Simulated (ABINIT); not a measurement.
**Run report: GaAs, geometry relaxation (part 2 of 2)**

GaAs (2 atoms in the cell); Kohn-Sham DFT of a periodic cell, PBEsol, PseudoDojo NC SR PBEsol v0.4.1 standard, no spin polarisation (ABINIT 10.8.3); cutoff 1142.88 eV, 6×6×6 k-mesh, fermi-dirac of 0.05 eV. The structure derives from an entry of the Crystallography Open Database.

Geometry of the input (Å; fractional positions):
```
0.0000  2.8268  2.8268
2.8268  0.0000  2.8268
2.8268  2.8268  0.0000
As 0.7500  0.7500  0.7500
Ga 0.0000  0.0000  0.0000
```

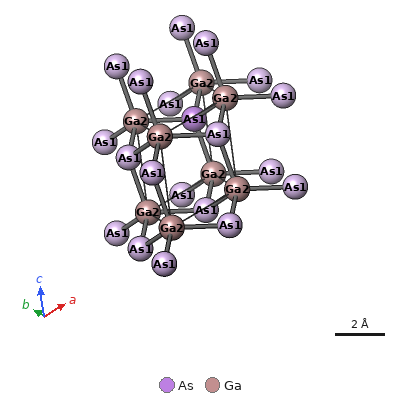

The geometry at step 1 of the log (ball-and-stick view of the cell of the calculation, seen slightly off an axis; neighbours outside the cell are drawn fainter; atoms are numbered from 1 in the order of the input).

## Output, continued
```
     iter   Etot(hartree)      deltaE(h)  residm     vres2
 ETOT  1  -182.30652634423    -1.823E+02 4.087E-07 2.889E-01
 ETOT  2  -182.30654587233    -1.953E-05 3.284E-07 1.037E-02
 ETOT  3  -182.30654688820    -1.016E-06 4.590E-08 2.561E-03
 ETOT  4  -182.30654703780    -1.496E-07 1.008E-07 1.206E-04
 ETOT  5  -182.30654704943    -1.163E-08 8.807E-09 6.714E-06
 ETOT  6  -182.30654704974    -3.074E-10 2.509E-08 5.234E-08
 ETOT  7  -182.30654704974    -2.075E-12 3.022E-09 2.416E-09
 ETOT  8  -182.30654704974    -7.674E-13 1.092E-08 2.390E-10
 ETOT  9  -182.30654704974     3.382E-12 1.245E-09 1.487E-11
 ETOT 10  -182.30654704974    -2.331E-12 4.941E-09 1.267E-13

 At SCF step   10       vres2   =  1.27E-13 < tolvrs=  1.00E-12 =>converged.

 Cartesian components of stress tensor (hartree/bohr^3)
  sigma(1 1)= -7.04911950E-06  sigma(3 2)=  0.00000000E+00
  sigma(2 2)= -7.04911950E-06  sigma(3 1)=  0.00000000E+00
  sigma(3 3)= -7.04911950E-06  sigma(2 1)=  0.00000000E+00

--- !ResultsGS
iteration_state: {dtset: 1, itime: 2, icycle: 1, }
comment   : Summary of ground state results
lattice_vectors:
- [  0.0000000,   5.3434125,   5.3434125, ]
- [  5.3434125,   0.0000000,   5.3434125, ]
- [  5.3434125,   5.3434125,   0.0000000, ]
lattice_lengths: [   7.55673,    7.55673,    7.55673, ]
lattice_angles: [ 60.000,  60.000,  60.000, ] # degrees, (23, 13, 12)
lattice_volume:   3.0513083E+02
convergence: {deltae: -2.331E-12, res2:  1.267E-13, residm:  4.941E-09, diffor: null, }
etotal    :  -1.82306547E+02
entropy   :   0.00000000E+00
fermie    :   1.52659276E-01
cartesian_stress_tensor: # hartree/bohr^3
- [ -7.04911950E-06,   0.00000000E+00,   0.00000000E+00, ]
- [  0.00000000E+00,  -7.04911950E-06,   0.00000000E+00, ]
- [  0.00000000E+00,   0.00000000E+00,  -7.04911950E-06, ]
pressure_GPa:   2.0739E-01
xred      :
- [  7.5000E-01,   7.5000E-01,   7.5000E-01, As]
- [ -5.6614E-29,  -5.6614E-29,   9.4357E-29, Ga]
cartesian_forces: # hartree/bohr
- [ -5.03918656E-29,  -5.03918656E-29,   1.51175597E-28, ]
- [  5.03918656E-29,   5.03918656E-29,  -1.51175597E-28, ]
force_length_stats: {min:   1.67130911E-28, max:   1.67130911E-28, mean:   1.67130911E-28, }
...

 Integrated electronic density in atomic spheres:
 ------------------------------------------------
 Atom  Sphere_radius  Integrated_density
    1        2.00000         12.37472125
    2        2.00000         10.81651404

---OUTPUT-----------------------------------------------------------------------

 Cartesian coordinates (xcart) [bohr]
  8.01511868855157E+00  8.01511868855157E+00  8.01511868855157E+00
  2.01676159397879E-28  2.01676159397879E-28 -6.05028478193637E-28
 Reduced coordinates (xred)
  7.50000000000000E-01  7.50000000000000E-01  7.50000000000000E-01
 -5.66144278428933E-29 -5.66144278428933E-29  9.43573797381555E-29
 Cartesian forces (fcart) [Ha/bohr]; max,rms= 1.51176E-28 9.64931E-29 (free atoms)
 -5.03918655690110E-29 -5.03918655690110E-29  1.51175596707033E-28
  5.03918655690110E-29  5.03918655690110E-29 -1.51175596707033E-28
 Gradient of E wrt nuclear positions in reduced coordinates (gred)
 -5.38529044630877E-28 -5.38529044630877E-28  5.38529044630877E-28
  5.38529044630877E-28  5.38529044630877E-28 -5.38529044630877E-28
 Scale of Primitive Cell (acell) [bohr]
  7.55672636891978E+00  7.55672636891979E+00  7.55672636891979E+00
 Real space primitive translations (rprimd) [bohr]
  0.00000000000000E+00  5.34341245903438E+00  5.34341245903438E+00
  5.34341245903438E+00  0.00000000000000E+00  5.34341245903438E+00
  5.34341245903438E+00  5.34341245903438E+00  0.00000000000000E+00
 Unitary Cell Volume (ucvol) [Bohr^3]=  3.05130831082368E+02
 Angles (23,13,12)= [degrees]
  6.00000000000000E+01  6.00000000000000E+01  6.00000000000000E+01
 Lengths [Bohr]
  7.55672636891978E+00  7.55672636891979E+00  7.55672636891979E+00
 Stress tensor in cartesian coordinates (strten) [Ha/bohr^3]
 -7.04911950453330E-06  0.00000000000000E+00  0.00000000000000E+00
  0.00000000000000E+00 -7.04911950452983E-06  0.00000000000000E+00
  0.00000000000000E+00  0.00000000000000E+00 -7.04911950453677E-06
 Total energy (etotal) [Ha]= -1.82306547049739E+02

 Difference of energy with previous step (new-old):
           Absolute (Ha)=-1.97664E-06
           Relative     =-1.08424E-08

--- Iteration: ( 3/50) Internal Cycle: (1/1)
--------------------------------------------------------------------------------

---SELF-CONSISTENT-FIELD CONVERGENCE--------------------------------------------

--- !BeginCycle
iteration_state: {dtset: 1, itime: 3, icycle: 1, }
solver: {iscf: 7, nstep: 80, nline: 4, wfoptalg: 0, }
tolerances: {tolvrs: 1.00E-12, }
...

     iter   Etot(hartree)      deltaE(h)  residm     vres2
 ETOT  1  -182.30627218392    -1.823E+02 1.328E-06 3.867E+00
 ETOT  2  -182.30653443040    -2.622E-04 2.715E-06 1.379E-01
 ETOT  3  -182.30654806109    -1.363E-05 4.834E-07 3.413E-02
 ETOT  4  -182.30655006426    -2.003E-06 5.296E-07 1.616E-03
 ETOT  5  -182.30655021921    -1.549E-07 1.589E-07 9.001E-05
 ETOT  6  -182.30655022324    -4.031E-09 2.213E-08 7.025E-07
 ETOT  7  -182.30655022327    -3.695E-11 6.302E-08 3.212E-08
 ETOT  8  -182.30655022327    -7.390E-13 6.056E-09 3.178E-09
 ETOT  9  -182.30655022328    -3.183E-12 2.627E-08 2.010E-10
 ETOT 10  -182.30655022327     5.116E-12 2.555E-09 1.744E-12
 ETOT 11  -182.30655022328    -8.811E-12 1.142E-08 1.191E-14

 At SCF step   11       vres2   =  1.19E-14 < tolvrs=  1.00E-12 =>converged.

 Cartesian components of stress tensor (hartree/bohr^3)
  sigma(1 1)= -4.95934612E-08  sigma(3 2)=  0.00000000E+00
  sigma(2 2)= -4.95934612E-08  sigma(3 1)=  0.00000000E+00
  sigma(3 3)= -4.95934612E-08  sigma(2 1)=  0.00000000E+00

--- !ResultsGS
iteration_state: {dtset: 1, itime: 3, icycle: 1, }
comment   : Summary of ground state results
lattice_vectors:
- [  0.0000000,   5.3486723,   5.3486723, ]
- [  5.3486723,   0.0000000,   5.3486723, ]
- [  5.3486723,   5.3486723,   0.0000000, ]
lattice_lengths: [   7.56416,    7.56416,    7.56416, ]
lattice_angles: [ 60.000,  60.000,  60.000, ] # degrees, (23, 13, 12)
lattice_volume:   3.0603280E+02
convergence: {deltae: -8.811E-12, res2:  1.191E-14, residm:  1.142E-08, diffor: null, }
etotal    :  -1.82306550E+02
entropy   :   0.00000000E+00
fermie    :   1.51240089E-01
cartesian_stress_tensor: # hartree/bohr^3
- [ -4.95934612E-08,   0.00000000E+00,   0.00000000E+00, ]
- [  0.00000000E+00,  -4.95934612E-08,   0.00000000E+00, ]
- [  0.00000000E+00,   0.00000000E+00,  -4.95934612E-08, ]
pressure_GPa:   1.4591E-03
xred      :
- [  7.5000E-01,   7.5000E-01,   7.5000E-01, As]
- [ -1.2246E-28,  -1.2246E-28,   2.0410E-28, Ga]
cartesian_forces: # hartree/bohr
- [ -1.51026931E-28,  -1.51026931E-28,   4.53080793E-28, ]
- [  1.51026931E-28,   1.51026931E-28,  -4.53080793E-28, ]
force_length_stats: {min:   5.00899664E-28, max:   5.00899664E-28, mean:   5.00899664E-28, }
...

 Integrated electronic density in atomic spheres:
 ------------------------------------------------
 Atom  Sphere_radius  Integrated_density
    1        2.00000         12.37929338
    2        2.00000         10.81939294

---OUTPUT-----------------------------------------------------------------------

 Cartesian coordinates (xcart) [bohr]
  8.02300849155559E+00  8.02300849155558E+00  8.02300849155558E+00
  4.36669120334255E-28  4.36669120334256E-28 -1.31000736100277E-27
 Reduced coordinates (xred)
  7.50000000000000E-01  7.50000000000000E-01  7.50000000000000E-01
 -1.22460984777242E-28 -1.22460984777242E-28  2.04101641295404E-28
 Cartesian forces (fcart) [Ha/bohr]; max,rms= 4.53081E-28 2.89195E-28 (free atoms)
 -1.51026931068914E-28 -1.51026931068913E-28  4.53080793206741E-28
  1.51026931068914E-28  1.51026931068913E-28 -4.53080793206741E-28
 Gradient of E wrt nuclear positions in reduced coordinates (gred)
 -1.61558713389263E-27 -1.61558713389263E-27  1.61558713389263E-27
  1.61558713389263E-27  1.61558713389263E-27 -1.61558713389263E-27
 Scale of Primitive Cell (acell) [bohr]
  7.56416494652828E+00  7.56416494652828E+00  7.56416494652828E+00
 Real space primitive translations (rprimd) [bohr]
  0.00000000000000E+00  5.34867232770372E+00  5.34867232770372E+00
  5.34867232770373E+00  0.00000000000000E+00  5.34867232770373E+00
  5.34867232770373E+00  5.34867232770373E+00  0.00000000000000E+00
 Unitary Cell Volume (ucvol) [Bohr^3]=  3.06032798776629E+02
 Angles (23,13,12)= [degrees]
  6.00000000000000E+01  6.00000000000000E+01  6.00000000000000E+01
 Lengths [Bohr]
  7.56416494652827E+00  7.56416494652828E+00  7.56416494652828E+00
 Stress tensor in cartesian coordinates (strten) [Ha/bohr^3]
 -4.95934612473881E-08  0.00000000000000E+00  0.00000000000000E+00
  0.00000000000000E+00 -4.95934612369797E-08  0.00000000000000E+00
  0.00000000000000E+00  0.00000000000000E+00 -4.95934612404492E-08
 Total energy (etotal) [Ha]= -1.82306550223282E+02

 Difference of energy with previous step (new-old):
           Absolute (Ha)=-3.17354E-06
           Relative     =-1.74077E-08

 At Broyd/MD step   3, gradients are converged :
  max grad (force/stress) = 4.9593E-06 < tolmxf= 2.0000E-05 ha/bohr (free atoms)

================================================================================

 ----iterations are completed or convergence reached----

 Mean square residual over all n,k,spin=   39.693E-12; max=  11.421E-09
 reduced coordinates (array xred) for    2 atoms
       0.750000000000      0.750000000000      0.750000000000
      -0.000000000000     -0.000000000000      0.000000000000
 rms dE/dt=  3.1401E-27; max dE/dt=  4.3082E-27; dE/dt below (all hartree)
    1       0.000000000000      0.000000000000     -0.000000000000
    2       0.000000000000      0.000000000000     -0.000000000000

 cartesian coordinates (angstrom) at end:
    1      4.24559325373221     4.24559325373221     4.24559325373221
    2      0.00000000000000     0.00000000000000    -0.00000000000000

 cartesian forces (hartree/bohr) at end:
    1     -0.00000000000000    -0.00000000000000     0.00000000000000
    2      0.00000000000000     0.00000000000000    -0.00000000000000
 frms,max,avg= 2.8919456E-28 4.5308079E-28   0.000E+00  0.000E+00  0.000E+00 h/b

 cartesian forces (eV/Angstrom) at end:
    1     -0.00000000000000    -0.00000000000000     0.00000000000000
    2      0.00000000000000     0.00000000000000    -0.00000000000000
 frms,max,avg= 1.4870982E-26 2.3298351E-26   0.000E+00  0.000E+00  0.000E+00 e/A
 length scales=  7.564164946528  7.564164946528  7.564164946528 bohr
              =  4.002783706499  4.002783706499  4.002783706499 angstroms
 Fermi (or HOMO) energy (hartree) =   0.15124   Average Vxc (hartree)=  -0.37346
 Eigenvalues (hartree) for nkpt=  16  k points:
 kpt#   1, nband= 18, wtk=  0.00463, kpt=  0.0000  0.0000  0.0000 (reduced coord)
  -1.15121   -1.15121   -1.15121   -1.15085   -1.15085   -0.40154   -0.40154   -0.40154
  -0.39870   -0.39870   -0.32502    0.14266    0.14266    0.14266    0.15776    0.27866
   0.27866    0.27866
      occupation numbers for kpt#   1
   2.00000    2.00000    2.00000    2.00000    2.00000    2.00000    2.00000    2.00000
   2.00000    2.00000    2.00000    1.98138    1.98138    1.98138    0.05600    0.00000
   0.00000    0.00000
 prteigrs : prtvol=0 or 1, do not print more k-points.

--- !EnergyTerms
iteration_state     : {dtset: 1, itime: 3, icycle: 1, }
comment             : Components of total free energy in Hartree
kinetic             :  1.38793902770928E+02
hartree             :  5.73779610979024E+01
xc                  : -4.42327307946666E+01
Ewald energy        : -9.90521832182220E+01
psp_core            :  4.87671522383634E+00
local_psp           : -1.49793170010716E+02
non_local_psp       : -9.02770404057648E+01
internal            : -1.82306545336703E+02
'-kT*entropy'       : -4.88657852341987E-06
total_energy        : -1.82306550223282E+02
total_energy_eV     : -4.96081395329805E+03
band_energy         : -1.59295990554591E+01
...

 Cartesian components of stress tensor (hartree/bohr^3)
  sigma(1 1)= -4.95934612E-08  sigma(3 2)=  0.00000000E+00
  sigma(2 2)= -4.95934612E-08  sigma(3 1)=  0.00000000E+00
  sigma(3 3)= -4.95934612E-08  sigma(2 1)=  0.00000000E+00

-Cartesian components of stress tensor (GPa)         [Pressure=  1.4591E-03 GPa]
- sigma(1 1)= -1.45909000E-03  sigma(3 2)=  0.00000000E+00
- sigma(2 2)= -1.45909000E-03  sigma(3 1)=  0.00000000E+00
- sigma(3 3)= -1.45909000E-03  sigma(2 1)=  0.00000000E+00

== END DATASET(S) ==============================================================
================================================================================

 -outvars: echo values of variables after computation  --------
            acell      7.5641649465E+00  7.5641649465E+00  7.5641649465E+00 Bohr
           etotal     -1.8230655022E+02
            fcart     -1.5102693107E-28 -1.5102693107E-28  4.5308079321E-28
                       1.5102693107E-28  1.5102693107E-28 -4.5308079321E-28
            rprim      0.0000000000E+00  7.0710678119E-01  7.0710678119E-01
                       7.0710678119E-01  0.0000000000E+00  7.0710678119E-01
                       7.0710678119E-01  7.0710678119E-01  0.0000000000E+00
           strten     -4.9593461247E-08 -4.9593461237E-08 -4.9593461240E-08
                       0.0000000000E+00  0.0000000000E+00  0.0000000000E+00
           xangst      4.2455932537E+00  4.2455932537E+00  4.2455932537E+00
                       2.3107534703E-28  2.3107534703E-28 -6.9322604109E-28
             xred      7.5000000000E-01  7.5000000000E-01  7.5000000000E-01
                      -1.2246098478E-28 -1.2246098478E-28  2.0410164130E-28
 Calculation completed.
```

## Trajectory as extended XYZ (Å, eV, eV/Å), 3 frames, from step=0 to step=2
```
2
Lattice="0.0000 2.8268 2.8268 2.8268 0.0000 2.8268 2.8268 2.8268 0.0000" Properties=species:S:1:pos:R:3:forces:R:3 step=0 energy=-4960.81381
As    4.2403    4.2403    4.2403    0.0000   0.0000   0.0000
Ga    0.0000    0.0000    0.0000    0.0000   0.0000   0.0000
2
Lattice="0.0000 2.8276 2.8276 2.8276 0.0000 2.8276 2.8276 2.8276 0.0000" Properties=species:S:1:pos:R:3:forces:R:3 step=1 energy=-4960.81387
As    4.2414    4.2414    4.2414    0.0000   0.0000   0.0000
Ga    0.0000    0.0000    0.0000    0.0000   0.0000   0.0000
2
Lattice="0.0000 2.8304 2.8304 2.8304 0.0000 2.8304 2.8304 2.8304 0.0000" Properties=species:S:1:pos:R:3:forces:R:3 step=2 energy=-4960.81395
As    4.2456    4.2456    4.2456    0.0000   0.0000   0.0000
Ga    0.0000    0.0000    0.0000    0.0000   0.0000   0.0000
```

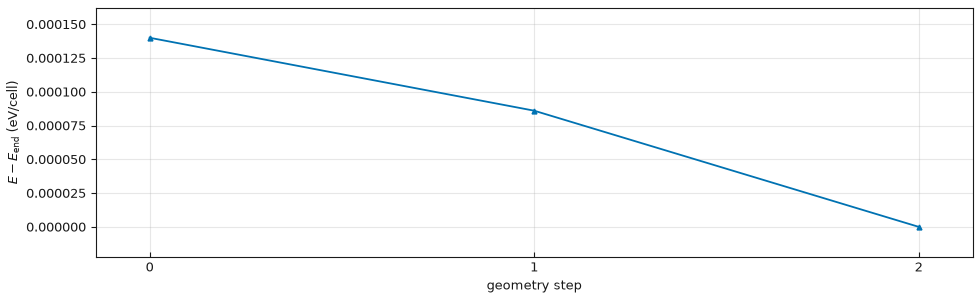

Progress of the relaxation, step by step (steps are counted from 0). The atoms keep their places relative to the cell (all moves are under 0.005 Å). The volume changes by +0.4 %, with a = b = c 5.654 → 5.661 Å (+0.1 %). The space group stays F-43m (No. 216). The energy falls by 0.1 meV per cell of the calculation in 2 geometry steps. All forces vanish by symmetry, so only the cell relaxes.
